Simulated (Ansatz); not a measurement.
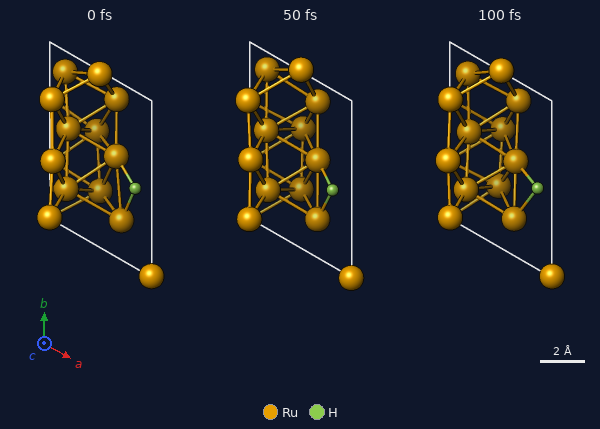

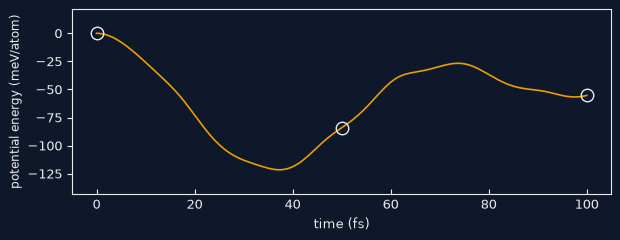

First-principles dynamics of Ru with an interstitial H (13 atoms in the cell), 100 fs long. It starts from the last geometry of an earlier run. Frames and the history of the run. Style: ball-and-stick. Shown: the simulation cell, along the c axis. Bonds to atoms that aren't drawn are left out.

These are results of DFT PBE-D3(BJ), scalar-relativistic, plane waves, PAW (Ansatz), not measurements. Set-up: plane-wave cutoff 420 eV; k-point mesh 2 × 2 × 3; Fermi-Dirac smearing 0.05 eV; Nosé-Hoover thermostat (NVT); set temperature 1680 K; time step 0.5 fs; atoms at rest at the start; thermostat time 100.0 fs.

### What do the frames and curves show?

The mean temperature in the second half is 664 K (standard deviation 148 K). That is still far from the set 1680 K: the thermostat hasn't settled it within this run. The potential energy in the second half lies on average 46.2 meV per atom below the first frame. Root-mean-square distances from the starting positions over the second half, with the common drift of all atoms taken out: Ru 0.24 Å, H 0.21 Å. The run lasts only 100 fs, too short to tell vibration from diffusion. The atoms start at rest, so the thermostat has only the motion that the forces set off to work on.

Limits of the set-up: the k-point mesh is coarse for a cell with partly filled bands; the periodic images lie only 4.3 Å apart, so the values are limited by the cell's size.
